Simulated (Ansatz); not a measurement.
**SnO2: geometry relaxation**

The run: geometry relaxation of SnO2 (12 atoms in the cell). Method and program: DFT PBE, scalar-relativistic, plane waves, PAW, no spin polarisation (Ansatz 0.2.0).

The structure was made by a generator, so it may or may not be a known phase.

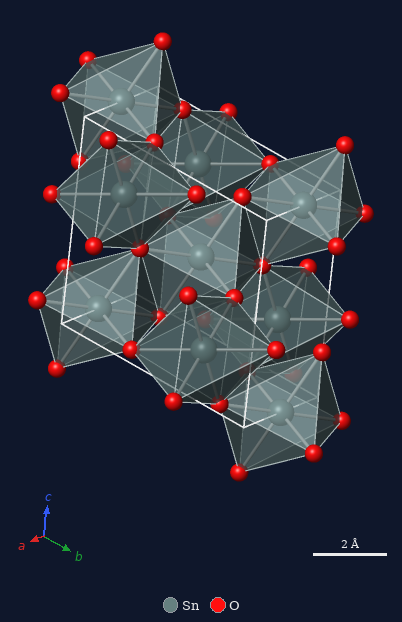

Fig. 1: The starting structure (polyhedral view of the cell of the calculation, seen slightly off an axis; polyhedra are completed across the faces of the cell). An atom can appear more than once, as a periodic image.

### The input
```yaml
crystal:
  lattice:
    - [-3.238253951, 3.4134894693, 3.4135207876]
    - [3.238253951, -3.4134894693, 3.4135207876]
    - [3.238253951, 3.4134894693, -3.4135207876]
  atoms:
    - { symbol: Sn, position: [0.9999994768, 0.7499994768, 0.25] }
    - { symbol: Sn, position: [5.232e-07, 0.2500005232, 0.75] }
    - { symbol: Sn, position: [0.5, 0.0, 0.0] }
    - { symbol: Sn, position: [0.5, 0.5, 0.5] }
    - { symbol: O, position: [0.1934204716, 0.6934207181, 2.465e-07] }
    - { symbol: O, position: [0.6934247751, 0.2500025463, 0.4434222287] }
    - { symbol: O, position: [0.1934204716, 0.1934202251, 0.4999997535] }
    - { symbol: O, position: [0.3065803176, 0.2500025463, 0.0565777713] }
    - { symbol: O, position: [0.6934196824, 0.7499974537, 0.9434222287] }
    - { symbol: O, position: [0.3065752249, 0.7499974537, 0.5565777713] }
    - { symbol: O, position: [0.8065795284, 0.8065797749, 0.5000002465] }
    - { symbol: O, position: [0.8065795284, 0.3065792819, 0.9999997535] }
basis:
  ecutwfc: 420
kpoints:
  mp_grid: { grid: [6, 6, 6] }
hamiltonian:
  xc: pbe
scf:
  occupations: { method: fixed }
output:
  forces: true
  stress: true
  eigenvalues: true
relax:
  adjacent_minimum: "off"
  f_tol: 0.001
  max_steps: 60
  cell: { stress_tol: 0.01 }
```

Run as:
```bash
ansatz run input.yaml --threads 1 --pin off --max-ram 2560MiB --backend cpu --events-out ev --progress --plain --runs-dir out
```

### The program's output
```
Warning: the atoms were moved onto the symmetric positions of the space group found under crystal.symmetry.tolerance 1.0e-5 (fractional; no operation is sought that the atoms, as they stand in a round, miss by more than twice it, and no atom is moved by as much as it), and the run uses the moved positions. Before a round's move an operation carried an atom to 3.48e-5 Å from where it should land, the largest such distance. Atom 5 (counting from 0) moved farthest, by 1.74e-5 Å; the longest move in fractions of the cell, of whichever atom, is 0.36 of the tolerance, in 1 round. To run the atoms as typed, lower crystal.symmetry.tolerance until the operations that they miss are no longer found, or set crystal.symmetry.detect: false (a key that needs symmetry detection or time reversal refuses this as the deck is read). The positions used, in the order of the run's atom list: position: [1.0, 0.75, 0.25]; position: [4.7077032417209945e-18, 0.25, 0.75]; position: [0.5, 0.0, 0.0]; position: [0.5, 0.5, 0.5]; position: [0.1934204716, 0.6934204716000001, 1.3528069079716838e-17]; position: [0.693422228725, 0.25, 0.443422228725]; position: [0.1934204716, 0.19342047160000003, 0.5]; position: [0.306577771275, 0.25, 0.05657777127500001]; position: [0.693422228725, 0.75, 0.943422228725]; position: [0.306577771275, 0.75, 0.556577771275]; position: [0.8065795284, 0.8065795284, 0.5]; position: [0.8065795284, 0.30657952839999997, 1.0];
Warning: 16 symmetry operations that the atoms keep within the bar at which the run's group was sought (crystal.symmetry.tolerance 1.0e-5, or twice it) were not taken beside the 16 unitary ones that the detection took (of a slab, those that keep its plane). If the more symmetric cell is meant, write the vectors of crystal.lattice to more decimals, or, with the positions in fractional coordinates, give it by lengths and angles (which lays the cell in the standard orientation, to which the deck's other Cartesian keys then refer), with the lengths that are meant to be equal typed equal, the angles likewise, and each angle that the symmetry fixes typed at its exact value (of a frozen-density pass: in the run whose state it reads). The detection then takes those 16 too, where the atoms keep them as a group. The lattice (crystal.lattice as typed, or as saved on a frozen-density pass laid at its state's geometry) misses each of them by more than the tolerance, the farthest off changing a squared length by the fraction 1.8e-5. The run does not impose them: its cell is that one, or, where this deck is also told that its lattice was moved onto its group, that cell laid onto the operations that were taken. If the cell is strained on purpose, what lies past the tolerance is rightly left out.
Engine: ansatz 0.2.0, aarch64-unknown-linux-gnu
Pseudopotentials: kind: paw
Pseudopotential: Sn, paw, valence charge 14, recommended cutoff 420 eV (normal), Sn.paw.azcp
Pseudopotential: O, paw, valence charge 6, recommended cutoff 420 eV (normal), O.paw.azcp
Functional definition: PBE
  parameter kappa = 0.804
  parameter beta = 0.06672455060314922
  exchange = pbe_x(kappa = kappa, mu = beta*pi^2/3)
  correlation = pbe_c(beta = beta)
Crystal: 12 atoms, lattice volume = 150.929 Å³
Basis set: ecut = 420 eV, 2975 PW (Γ), exchange–correlation on 80×80×80 points (8 copies of the dense FFT grid, shifted against one another)
Bands: 64, of which v1, the nominal top of the filled ones, is band 52 counted from 1 (51 counted from 0)
Symmetry: 16 space group operations
Space group: Cmmm (ITA 65), of the structure as read, at distance tolerance 5.3e-5 Å
k-points: 46 of 216
Non-local potential: Sn, projectors of the file, l = 0: 2, l = 1: 2, l = 2: 2, l = 3: 2
Non-local potential: O, projectors of the file, l = 0: 2, l = 1: 2, l = 2: 1
PAW form: soft (Blöchl's): semilocal exchange-correlation on the pseudo side does not see the compensation charge
PAW one-centre angular grid: Sn, 590 points (default); XC on 64 Gauss nodes
PAW one-centre angular grid: O, 110 points (default); XC on 64 Gauss nodes
Initial density: superposition of atomic densities (neutral atoms: chi_scale 0, normalization atom), corrected by the library's trained network
Initial wavefunctions: pseudopotential atomic-orbital guess
Functional: x = pbe(κ = 0.804, μ = 0.2195149727645171), c = pbe(β = 0.06672455060314922)
SCF iter   1: F=—  HF=-28635.934728 eV  |F-HF|=—  |Δ(HF+E_count)|=         —  Δρ=1.38e-3  dr2=1.48e-3  ethr=1.77e-3  ⟨swp⟩=4.2  Hψ=10452  notcnv=0  defer=447
preconditioner: auto → Resta (q_TF=auto, 2.564 Å⁻¹)  ε∞=3.6  [insulator: Δε(μ)=0.682 eV  Ē_g=19.256 eV  n_scr=42 (ndim 8)  ℏωp=30.8 eV  f_vac=0.038  ε∞_Penn≈3.6]
SCF iter   2: F=—  HF=-28635.938233 eV  |F-HF|=—  |Δ(HF+E_count)|=   3.51e-3  Δρ=7.14e-4  dr2=3.33e-4  ethr=1.43e-6  ⟨swp⟩=2.6  Hψ=5987  notcnv=0  defer=453
SCF iter   3: F=—  HF=-28635.938628 eV  |F-HF|=—  |Δ(HF+E_count)|=   3.94e-4  Δρ=3.49e-4  dr2=8.99e-5  ethr=3.20e-7  ⟨swp⟩=2.0  Hψ=3679  notcnv=0  defer=447
SCF iter   4: F=—  HF=-28635.938869 eV  |F-HF|=—  |Δ(HF+E_count)|=   2.42e-4  Δρ=1.09e-4  dr2=1.38e-5  ethr=8.64e-8  ⟨swp⟩=2.2  Hψ=3569  notcnv=0  defer=397
SCF iter   5: F=—  HF=-28635.938881 eV  |F-HF|=—  |Δ(HF+E_count)|=   1.12e-5  Δρ=2.33e-5  dr2=9.10e-7  ethr=1.32e-8  ⟨swp⟩=2.0  Hψ=3689  notcnv=0  defer=411
SCF iter   6: F=—  HF=-28635.938881 eV  |F-HF|=—  |Δ(HF+E_count)|=   2.42e-7  Δρ=9.19e-6  dr2=1.08e-7  ethr=8.75e-10  ⟨swp⟩=2.1  Hψ=4076  notcnv=0  defer=416
SCF iter   7: F=-28635.938881 eV  HF=-28635.938881 eV  |F-HF|=3.09e-9  |Δ(HF+E_count)|=   1.21e-8  Δρ=2.57e-6  dr2=7.92e-9  ethr=9.62e-11  ⟨swp⟩=13.7  Hψ=14724  notcnv=0
SCF 1 converged in 7 iterations: F = -28635.938881 eV  dr2 = 7.92e-9
  greatest PAW one-centre occupation: 0.996 electrons in one spin orbital (limit 2), on the Sn atom at site 1 (counted from 0), in its partial waves of l = 2
relax step   1: F+E_penalty+E_count = -28635.93888076 eV  Δ(F+E_penalty+E_count) = +0.000e0 eV  max|allowed force component| = 2.278e-4 eV/Å  Δτ_max = 0.0000 Å  P = +0.001 GPa  Ω = 150.929 Å³  (7 SCF iters, dr2 threshold 1.00e-7 eV, accepted)
Initial density: handed on by an earlier stage of this run
Initial wavefunctions: pseudopotential atomic-orbital guess (no wavefunctions were taken with the density)
iter 1 solved again at ethr=1.19e-7 eV; its pass at ethr=3.10e-3 eV (dr2=1.23e-4 eV) is discarded
SCF iter   1: F=—  HF=-28635.938809 eV  |F-HF|=—  |Δ(HF+E_count)|=         —  Δρ=3.30e-6  dr2=1.10e-8  ethr=1.19e-7  ⟨swp⟩=3.2  Hψ=17610  notcnv=0  defer=447
eigensolver tolerance schedule: the retry pair's looser diagonalisation over-reported the residual by 11225.74 of it (diagonalisation noise at 0.75 of the residual, at the tolerance the schedule requests for it); recorded, not acted on — ethr = c·dr2/N_el stays at c = 1.0e-1
preconditioner: auto → Resta (q_TF=auto, 2.564 Å⁻¹)  ε∞=3.6  [insulator: Δε(μ)=0.680 eV  Ē_g=19.255 eV  n_scr=42 (ndim 8)  ℏωp=30.8 eV  f_vac=0.037  ε∞_Penn≈3.6]
SCF iter   2: F=—  HF=-28635.938881 eV  |F-HF|=—  |Δ(HF+E_count)|=   7.14e-5  Δρ=2.54e-6  dr2=7.27e-9  ethr=1.06e-11  ⟨swp⟩=4.0  Hψ=8077  notcnv=0  defer=447
SCF iter   3: F=—  HF=-28635.938881 eV  |F-HF|=—  |Δ(HF+E_count)|=  9.86e-10  Δρ=1.20e-6  dr2=1.60e-9  ethr=6.99e-12  ⟨swp⟩=2.0  Hψ=3512  notcnv=0  defer=447
SCF iter   4: F=—  HF=-28635.938881 eV  |F-HF|=—  |Δ(HF+E_count)|=  9.50e-10  Δρ=6.43e-7  dr2=5.09e-10  ethr=1.53e-12  ⟨swp⟩=2.0  Hψ=4102  notcnv=0  defer=447
SCF iter   5: F=—  HF=-28635.938881 eV  |F-HF|=—  |Δ(HF+E_count)|=  5.82e-11  Δρ=2.44e-7  dr2=8.59e-11  ethr=1.00e-12  ⟨swp⟩=2.0  Hψ=3760  notcnv=0  defer=447
SCF iter   6: F=—  HF=-28635.938881 eV  |F-HF|=—  |Δ(HF+E_count)|=  5.09e-11  Δρ=1.78e-7  dr2=3.37e-11  ethr=1.00e-12  ⟨swp⟩=1.0  Hψ=2636  notcnv=0  defer=447
SCF iter   7: F=-28635.938881 eV  HF=-28635.938881 eV  |F-HF|=7.28e-12  |Δ(HF+E_count)|=    0.00e0  Δρ=6.21e-8  dr2=4.19e-12  ethr=1.00e-12  ⟨swp⟩=13.7  Hψ=18327  notcnv=0
SCF 2 converged in 7 iterations: F = -28635.938881 eV  dr2 = 4.19e-12
relax step   2: F+E_penalty+E_count = -28635.93888077 eV  Δ(F+E_penalty+E_count) = -5.064e-9 eV  max|allowed force component| = 2.445e-4 eV/Å  Δτ_max = 0.0000 Å  P = +0.001 GPa  Ω = 150.929 Å³  stress off target by 5.71e-3 GPa  SCF on the basis re-selected at this cell (its energy is not comparable with the rows above)  (7 SCF iters)
```

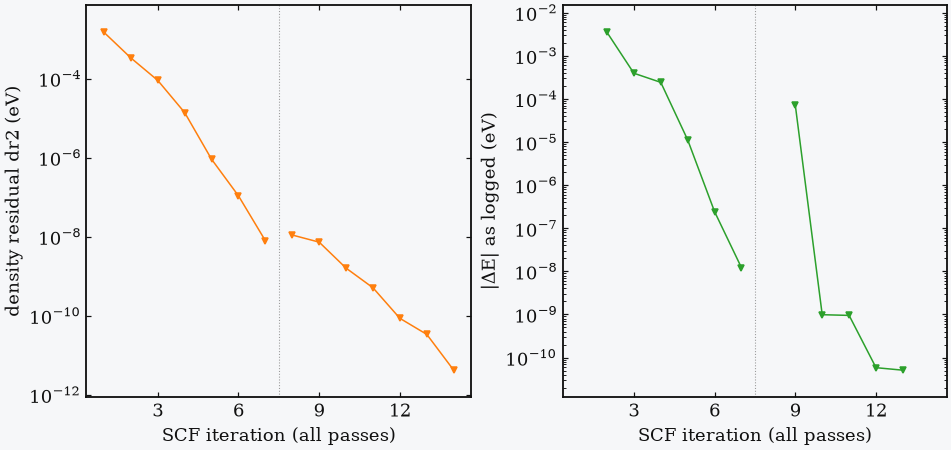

Fig. 2: Convergence of the self-consistent field: density residual dr2 and size of the energy change against the SCF iteration. The dotted lines part the SCF passes of the relaxation: geometry steps, rejected trials and re-solves on a re-selected basis. The passes take 7 and 7 iterations.

```
basis re-selected at this cell: Δ(F+E_penalty+E_count) = -5.064e-9 eV, ΔP = +0.000 GPa vs the last step (what re-selecting the basis moved, of the pressure what is left beyond the Pulay correction that the steps carried, after the strain that the cell walked since its last selection, with what the two solves' SCF thresholds leave and, on support functions, any second-order correction that the steps lacked; it is no measure of the basis error at this ecutwfc). This SCF's stress stands 5.71e-3 GPa from its target on what of the cell is left free (relax.cell.stress_tol is 1.00e-2 GPa) and its largest allowed force component is 2.45e-4 eV/Å (relax.f_tol is 1.00e-3 eV/Å): within both
SCF converged after 7 iterations
Free energy (F): -28635.938881 eV
Harris-Foulkes:  -28635.938881 eV  (|F-HF|=7.28e-12)
Internal energy: -28635.938881 eV  (E = F + TS)
E sigma→0 (E₀):  -28635.938881 eV
Fermi energy:    8.741403 eV
--- Per-component energies (eV) ---
  E_band       = -309.481984
  E_kinetic    = 2155.972124
  E_local      = -5927.174328  (includes V_loc(G=0)·N_el)
  E_nonlocal   = 267.671765
  E_hartree    = 3047.915693
  E_xc         = -2106.477985
  E_vxc        = -1123.306003  (∫ρ·V_xc dr)
  E_paw        = -17856.700195  (= ΣΔE_a)
  E_vpaw       = -1778.496729  (= ΣTr[D̂ρ^β])
  E_aug_tail   = 0.019727  (compensation charges beyond the density's cutoff)
  E_ewald      = -8217.165683
  E_smearing   = -0.000000  (= −TS)
  E_closure    = 0.000000  (closes the sum)
  Σ components = -28635.938881   (vs F -28635.938881, Δ=0.00e0)
--- Forces (eV/Å), atoms counted from 1 ---
  atom   1  Sn     0.00000000     0.00000000     0.00000000
  atom   2  Sn     0.00000000     0.00000000     0.00000000
  atom   3  Sn     0.00000000    -0.00000000    -0.00000000
  atom   4  Sn     0.00000000     0.00000000     0.00000000
  atom   5  O     -0.00000000     0.00000000     0.00014650
  atom   6  O     -0.00000000    -0.00024454    -0.00000000
  atom   7  O     -0.00000000     0.00000000     0.00014650
  atom   8  O      0.00000000     0.00024454     0.00000000
  atom   9  O     -0.00000000    -0.00024454     0.00000000
  atom  10  O      0.00000000     0.00024454    -0.00000000
  atom  11  O      0.00000000    -0.00000000    -0.00014650
  atom  12  O      0.00000000    -0.00000000    -0.00014650
  max |Σ_I F_I| component: 6.94e-18 eV/Å
--- Stress (GPa, compression-positive) ---
       -0.004137       0.000000       0.000000
        0.000000       0.005706       0.000000
        0.000000      -0.000000       0.002195
  P = ⅓ Tr σ = 0.0013 GPa (0.013 kbar)
--- Band table (eV; the first three rows and the last of 46) ---
  k-point 0: bands = ["-12.2977", "-12.0912", "-12.0911", "-11.6688", "-11.6688", "-11.6400", "-11.4400", "-11.4141", "-11.4140", "-11.3413", "-11.3150", "-11.3077", "-11.3076", "-11.2601", "-11.2600", "-11.2461", "-11.2173", "-11.2172", "-11.2141", "-11.2140", "-9.9093", "-8.1987", "-8.1985", "-8.1971", "-8.1970", "-6.9851", "-6.9850", "-6.6819", "0.7837", "1.0076", "1.0076", "3.9723", "3.9723", "4.8498", "4.8498", "4.9716", "5.8407", "6.2358", "6.2360", "6.3164", "6.3164", "6.7620", "6.7744", "7.4918", "7.4919", "7.8271", "7.8272", "7.9637", "7.9638", "8.0055", "8.0055", "8.7414", "9.4216", "13.1050", "13.1052", "14.4456", "14.8204", "14.8204", "17.3674", "17.3676", "18.8829", "18.9669", "19.3184", "19.3185"]
  k-point 1: bands = ["-12.2507", "-12.1060", "-12.0539", "-11.6901", "-11.6325", "-11.6154", "-11.4753", "-11.4699", "-11.4261", "-11.3510", "-11.3102", "-11.3038", "-11.3029", "-11.2616", "-11.2601", "-11.2481", "-11.2372", "-11.2356", "-11.2229", "-11.2221", "-9.8291", "-8.3222", "-8.2050", "-8.1238", "-8.1104", "-7.0646", "-6.9845", "-6.7446", "0.8759", "1.1678", "1.2604", "4.1520", "4.1555", "4.5804", "4.9129", "5.0515", "5.2453", "5.9461", "6.1204", "6.1260", "6.2543", "6.8415", "7.0598", "7.2265", "7.2780", "7.7763", "7.7931", "7.8355", "7.9307", "7.9649", "8.0228", "8.6387", "10.2466", "13.2440", "13.3210", "14.4547", "15.1978", "15.2022", "17.2191", "17.5264", "18.3281", "18.9626", "19.2040", "19.3663"]
  k-point 2: bands = ["-12.1330", "-12.0942", "-11.9478", "-11.7575", "-11.7209", "-11.6138", "-11.5290", "-11.5212", "-11.3940", "-11.3500", "-11.3077", "-11.2980", "-11.2902", "-11.2862", "-11.2671", "-11.2669", "-11.2587", "-11.2539", "-11.2400", "-11.2396", "-9.5783", "-8.6937", "-8.1603", "-8.0183", "-7.8788", "-7.2806", "-6.9657", "-6.8689", "1.1597", "1.4939", "1.9381", "3.8423", "4.3514", "4.6550", "4.6672", "4.9712", "5.1121", "5.3050", "5.8166", "6.0035", "6.1071", "6.5130", "6.8199", "7.2035", "7.4807", "7.4925", "7.6549", "7.7444", "7.9049", "7.9967", "8.0846", "8.4458", "11.5846", "13.3309", "13.8610", "14.5106", "16.0695", "16.1159", "17.0197", "17.6751", "17.8067", "18.1891", "19.0900", "19.3218"]
  k-point 45: bands = ["-12.0812", "-12.0811", "-12.0574", "-12.0573", "-11.6551", "-11.6551", "-11.4170", "-11.4169", "-11.4160", "-11.4159", "-11.3059", "-11.3058", "-11.2748", "-11.2747", "-11.2649", "-11.2648", "-11.2224", "-11.2223", "-11.2132", "-11.2131", "-8.3468", "-8.3468", "-8.3021", "-8.3020", "-8.3012", "-8.3011", "-6.9154", "-6.9152", "1.7074", "1.7075", "3.2304", "3.2306", "4.6778", "4.6779", "5.0070", "5.0070", "5.0451", "5.0451", "5.8427", "5.8428", "6.1754", "6.1755", "6.8765", "6.8765", "7.2199", "7.2199", "7.4212", "7.4213", "7.5622", "7.5624", "7.8897", "7.8899", "13.0242", "13.0244", "14.3398", "14.3400", "15.9055", "15.9055", "18.1143", "18.1144", "19.0607", "19.0607", "19.1975", "19.1979"]
--- Relaxed structure (1 steps of the walk, 1 accepted, 1 SCFs on fresh bases) ---
  F+E_penalty+E_count = -28635.93888077 eV   max|allowed force component| = 2.445e-4 eV/Å   (the final SCF, on the basis selected at the relaxed cell)
  cell:  # Å, volume = 150.9288 Å³
    - [-3.238253951, 3.4134894693, 3.4135207876]
    - [3.238253951, -3.4134894693, 3.4135207876]
    - [3.238253951, 3.4134894693, -3.4135207876]
  atoms:
    - { symbol: Sn, position: [1.0, 0.7500000000000001, 0.24999999999999997] }
    - { symbol: Sn, position: [-5.551115123125783e-17, 0.2499999999999999, 0.75] }
    - { symbol: Sn, position: [0.5, 2.7755575615628914e-17, 2.7755575615628914e-17] }
    - { symbol: Sn, position: [0.5, 0.5, 0.5] }
    - { symbol: O, position: [0.19342047160000003, 0.6934204716000001, -8.326672684688674e-17] }
    - { symbol: O, position: [0.693422228725, 0.24999999999999997, 0.4434222287249999] }
    - { symbol: O, position: [0.19342047160000003, 0.19342047160000003, 0.5] }
    - { symbol: O, position: [0.3065777712750001, 0.25000000000000006, 0.056577771274999994] }
    - { symbol: O, position: [0.693422228725, 0.75, 0.9434222287249999] }
    - { symbol: O, position: [0.3065777712750001, 0.75, 0.556577771275] }
    - { symbol: O, position: [0.8065795284000001, 0.8065795284000001, 0.5] }
    - { symbol: O, position: [0.8065795284, 0.30657952839999997, 1.0] }
```

### Trajectory as extended XYZ (Å, eV, eV/Å), 2 frames, from step=1 to step=2
```
12
Lattice="-3.2383 3.4135 3.4135 3.2383 -3.4135 3.4135 3.2383 3.4135 -3.4135" Properties=species:S:1:pos:R:3:forces:R:3 step=1 energy=-28635.93888 pressure_GPa=0.00
Sn    0.0000    1.7067    5.1203    0.0000   0.0000   0.0000
Sn    3.2383    1.7067   -1.7068    0.0000   0.0000   0.0000
Sn   -1.6191    1.7067    1.7068    0.0000   0.0000   0.0000
Sn    1.6191    1.7067    1.7068    0.0000   0.0000   0.0000
O     1.6191   -1.7067    3.0272    0.0000   0.0000   0.0001
O     0.0000    3.0272    1.7068    0.0000  -0.0002   0.0000
O     1.6191    1.7067   -0.3863    0.0000   0.0000   0.0001
O     0.0000    0.3863    1.7068    0.0000   0.0002   0.0000
O     3.2383    3.0272    1.7068    0.0000  -0.0002   0.0000
O     3.2383    0.3863    1.7068    0.0000   0.0002   0.0000
O     1.6191    1.7067    3.7998    0.0000   0.0000  -0.0001
O     1.6191    5.1202    0.3863    0.0000   0.0000  -0.0001
12
Lattice="-3.2383 3.4135 3.4135 3.2383 -3.4135 3.4135 3.2383 3.4135 -3.4135" Properties=species:S:1:pos:R:3:forces:R:3 step=2 energy=-28635.93888 pressure_GPa=0.00
Sn    0.0000    1.7067    5.1203    0.0000   0.0000   0.0000
Sn    3.2383    1.7067   -1.7068    0.0000   0.0000   0.0000
Sn   -1.6191    1.7067    1.7068    0.0000   0.0000   0.0000
Sn    1.6191    1.7067    1.7068    0.0000   0.0000   0.0000
O     1.6191   -1.7067    3.0272    0.0000   0.0000   0.0001
O     0.0000    3.0272    1.7068    0.0000  -0.0002   0.0000
O     1.6191    1.7067   -0.3863    0.0000   0.0000   0.0001
O     0.0000    0.3863    1.7068    0.0000   0.0002   0.0000
O     3.2383    3.0272    1.7068    0.0000  -0.0002   0.0000
O     3.2383    0.3863    1.7068    0.0000   0.0002   0.0000
O     1.6191    1.7067    3.7998    0.0000   0.0000  -0.0001
O     1.6191    5.1202    0.3863    0.0000   0.0000  -0.0001
```

### Results in brief

- outcome: converged
- space group (tolerance 0.01 Å): P4₂/mnm (136)
- electrons treated: 104
- free energy: −28635.9389 eV
- Fermi energy: 8.741 eV
- gap on the k-point mesh: 0.68 eV
- pressure: 0.00 GPa
- final volume: 150.93 Å³
- largest force (length of the vector) at the end: under 0.001 eV/Å
- final cell: a = 5.813 Å, b = 5.813 Å, c = 5.813 Å, α = 112.29°, β = 108.08°, γ = 108.08°
- hardware: 1 thread of Arm Neoverse V1, 24 GiB of memory available, shared host
- wall time: 69 s
- peak memory: 0.59 GiB

### Remarks

Warnings of the run: near-symmetries of the structure were not used; the structure was made exactly symmetric.
